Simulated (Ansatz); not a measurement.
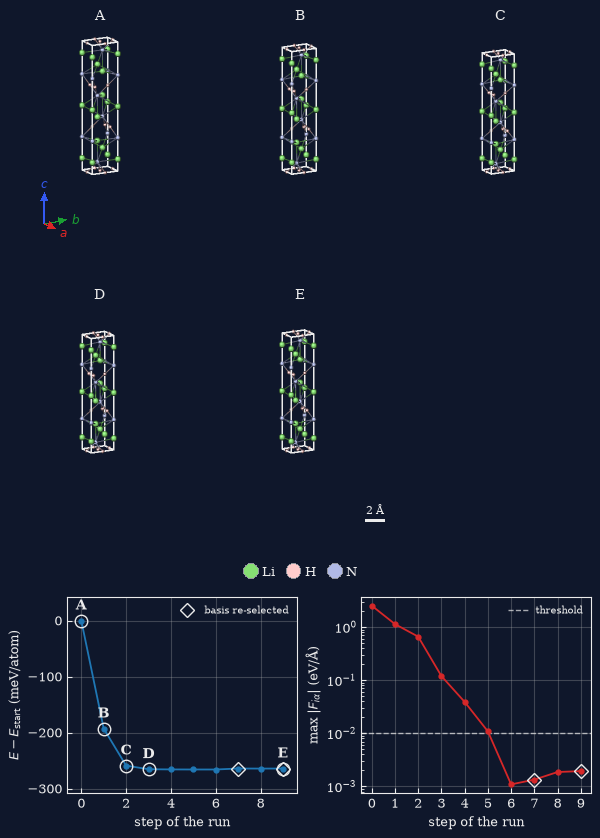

Frames of a relaxation of a crystal of Li₃H₃N₂ (built on the K3Cu3P2-166 type type), marked on the history of the run. The picture is a ball-and-stick view of the conventional cell (3 times the calculation's cell), seen slightly off an axis. Lengths and directions refer to the drawn axes.

Computed with DFT, PBEsol, plane waves, PAW (Ansatz 0.2.0).

The input:
```yaml
crystal:
  lattice:
    - [2.01103892, 1.16107386, 4.73571758]
    - [-2.01103892, 1.16107386, 4.73571758]
    - [0.0, -2.32214772, 4.73571758]
  atoms:
    - { symbol: Li, position: [0.90814348, 0.90814348, 0.90814348] }
    - { symbol: Li, position: [0.5, 0.5, 0.5] }
    - { symbol: Li, position: [0.09185652, 0.09185652, 0.09185652] }
    - { symbol: H, position: [0.5, 0.0, 0.5] }
    - { symbol: H, position: [0.5, 0.5, 0.0] }
    - { symbol: H, position: [0.0, 0.5, 0.5] }
    - { symbol: "N", position: [0.25702121, 0.25702121, 0.25702121] }
    - { symbol: "N", position: [0.74297879, 0.74297879, 0.74297879] }
kpoints:
  mp_grid: { grid: [6, 6, 6] }
hamiltonian:
  xc: pbesol
scf:
  occupations: { method: fermi_dirac, width: 0.03 }
relax:
  f_tol: 0.01
  cell: {}
  max_steps: 120
output:
  write_density: true
  write_potential: true
  elf: true
  volumetric_format: npy
```

Run as
```bash
ansatz run input.yaml --threads 4 --pin off --max-ram 4608MiB --backend cpu --events-out ev --progress --plain --runs-dir out
```

**What happens along the run?**

The largest moves relative to the cell, 0.11 Å, are those of Li1 and Li3. Li1 goes along −c. By element the largest moves are Li 0.11 Å, N 0.09 Å. H stays in place. The volume changes by −29.6 %, with a = b 4.022 → 3.563 Å (−11.4 %), c 14.207 → 12.748 Å (−10.3 %). Some distances before and after: Li1–Li2 2.554 → 2.224 Å, Li1–N8 2.347 → 2.083 Å, Li2–N7 2.653 → 2.400 Å, Li1–N7 2.333 → 2.094 Å. Bond angles that change, for instance: Li1–N8–Li3 84.6° → 79.2°, N7–Li1–N8 95.4° → 100.8°, Li3–N8–Li3 119.1° → 116.6°. The space group stays R-3m (No. 166). Over 7 accepted moves (9 points after the start) the energy falls by 264 meV per atom. Largest force component: 2.5 eV/Å at the start, 0.0019 eV/Å at the end. Pressure: −21.57 GPa at the start and −0.02 GPa at the end. At 2 points the geometry stayed and the basis and grid were re-selected for the new cell (energy shift of 1.8 meV per atom at most each time). From step 0 to 1: N atoms move most (0.10 Å), volume −14.1 %, energy −193 meV per atom. From step 1 to 2: N atoms move most (0.04 Å), volume −14.1 %, energy −66.1 meV per atom. From step 2 to 3: N atoms move most (0.06 Å), volume −5.1 %, energy −6.4 meV per atom. From step 3 to 9: volume +0.6 %, energy +1.2 meV per atom.

| step | E − E(0), meV/atom | largest force component, eV/Å | pressure, GPa | volume, Å³/atom | note |
| --- | --- | --- | --- | --- | --- |
| 0 | 0.00 | 2.5280 | -21.57 | 8.293 |  |
| 1 | -192.80 | 1.1389 | -14.87 | 7.120 |  |
| 2 | -258.92 | 0.6599 | -1.68 | 6.114 |  |
| 3 | -265.35 | 0.1195 | 1.12 | 5.803 |  |
| 4 | -265.72 | 0.0390 | -0.33 | 5.892 |  |
| 5 | -265.82 | 0.0109 | -0.04 | 5.875 |  |
| 6 | -265.84 | 0.0011 | 0.00 | 5.870 |  |
| 7 | -264.08 | 0.0013 | -0.49 | 5.870 | same geometry, new basis |
| 8 | -264.21 | 0.0019 | 0.00 | 5.840 |  |
| 9 | -264.14 | 0.0019 | -0.02 | 5.840 | same geometry, new basis |
